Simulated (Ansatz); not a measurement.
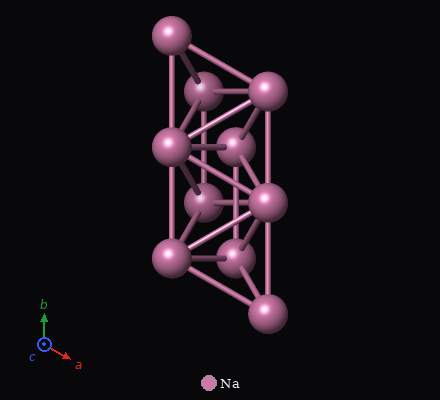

The structure, seen along [001]; the drawing may span several cells.

Given this structure, the input geometry of an electronic-structure calculation (not necessarily at equilibrium); the starting structure was generated, so it need not be a known form of this composition, written in its standard cell:

Space group P6_3/mmc (No. 194). a = 3.625 Å, b = 3.625 Å, c = 11.767 Å, α = 90.00°, β = 90.00°, γ = 120.00°
```
atom  site  symmetry       x       y       z
  Na    2a      -3m.  0.0000  0.0000  0.0000
  Na    2c      -6m2  0.3333  0.6667  0.2500
```

**What does the kinematic electron diffraction pattern along [001] look like at 120 kV (B = 0.5 Å²)?**

The spots form a hexagonal net with both shortest vectors at d = 3.14 Å, 60.0° apart. They are 1 0 0 and 0 1 0. The pattern has symmetry 6mm. No reflection of this zone is absent.

Strongest reflections with d > 0.94 Å, one of each family (|F|² from tabulated Gaussian fits of the electron scattering factors, times a small damping for the curvature of the Ewald sphere):

| hkl | d (Å) | I (strongest = 100) |
| --- | --- | --- |
| 2 -1 0 | 1.812 | 100 |
| 3 0 0 | 1.046 | 28 |
| 1 0 0 | 3.139 | 19 |
| 2 0 0 | 1.570 | 5 |
| 3 -1 0 | 1.187 | 2 |

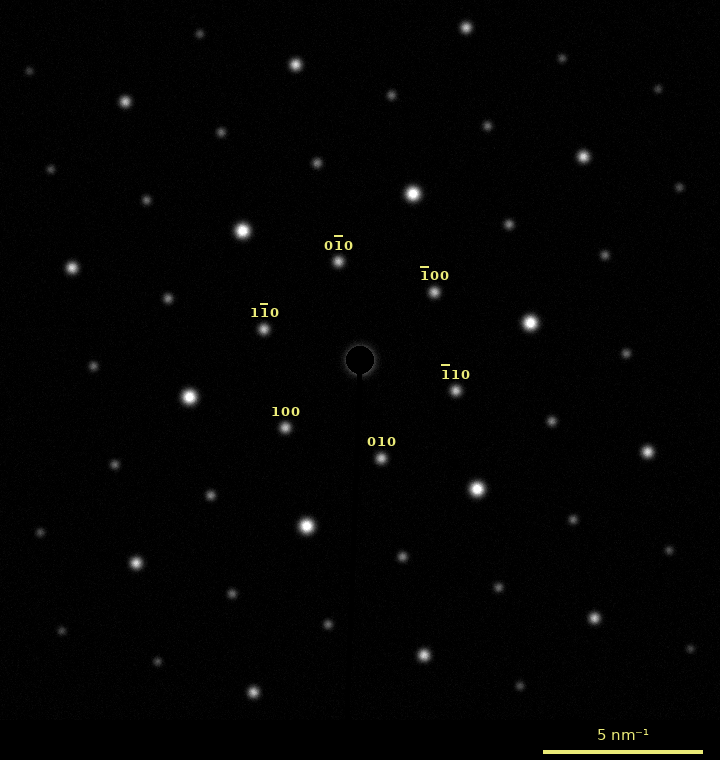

Calculated pattern, seen from the source side with [001] pointing towards the source.
